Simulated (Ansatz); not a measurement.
Consider Ga$_{7}$P$_{8}$ (cell with a defect).

```cif
data_structure
_symmetry_space_group_name_H-M 'P 1'
_symmetry_Int_Tables_number 1
_cell_length_a 7.7691
_cell_length_b 7.7691
_cell_length_c 7.8441
_cell_angle_alpha 60.316
_cell_angle_beta 60.316
_cell_angle_gamma 60.000
_cell_volume 336.38
loop_
_atom_site_label
_atom_site_type_symbol
_atom_site_fract_x
_atom_site_fract_y
_atom_site_fract_z
_atom_site_occupancy
Ga1 Ga 0.43383 0.94494 0.67629 1
Ga2 Ga 0.94494 0.43383 0.67629 1
Ga3 Ga 0.94496 0.94496 0.67631 1
Ga4 Ga 0.40392 0.40392 0.78833 1
Ga5 Ga 0.56217 0.07457 0.28864 1
Ga6 Ga 0.07457 0.56217 0.28864 1
Ga7 Ga 0.07455 0.07455 0.28867 1
P1 P 0.05716 0.05716 0.82859 1
P2 P 0.04254 0.56381 0.82987 1
P3 P 0.56381 0.04254 0.82987 1
P4 P 0.56381 0.56381 0.82992 1
P5 P 0.94241 0.94241 0.17272 1
P6 P 0.92274 0.45209 0.17301 1
P7 P 0.45209 0.92274 0.17301 1
P8 P 0.45207 0.45207 0.17308 1
```

Computed without spin polarisation.

Level of theory: Ansatz 0.2.0, DFT PBE, scalar-relativistic, plane waves, PAW.

### Predict the valence pseudo-density and electron localisation function between the atoms.

Ga–P (2.40 Å): the density is about 0.51 e/Å³ at the midpoint; the ELF peaks at about 0.90 in the valence shell of P, 0.8 Å from its nucleus, and is about 0.75 at the midpoint.

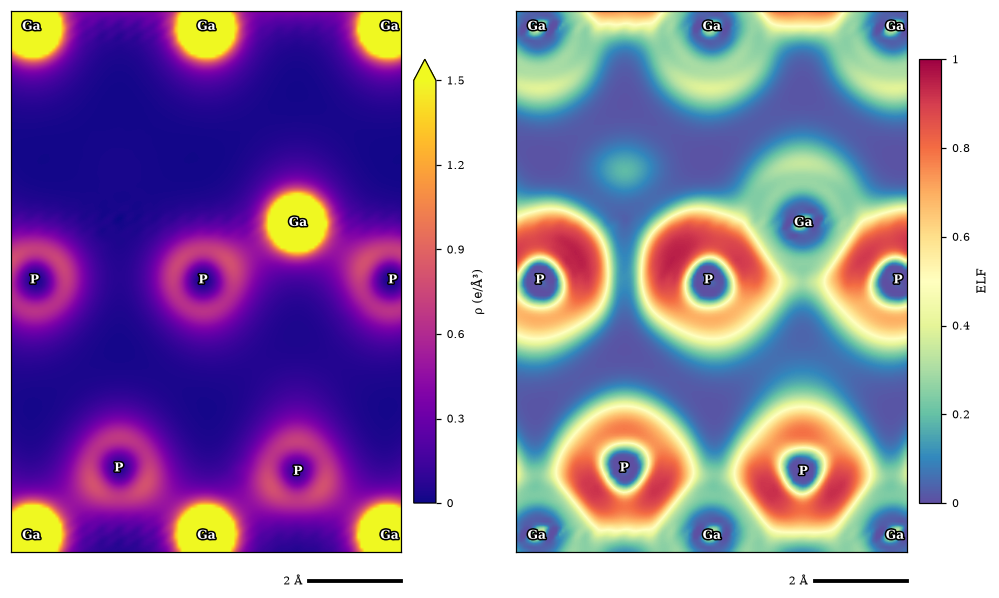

Computed valence pseudo-density and electron localisation function on the (101̄) plane of the calculation cell, in this order. 

Core electrons are frozen (PAW), and the valence fields are smoothed inside the atomic spheres.
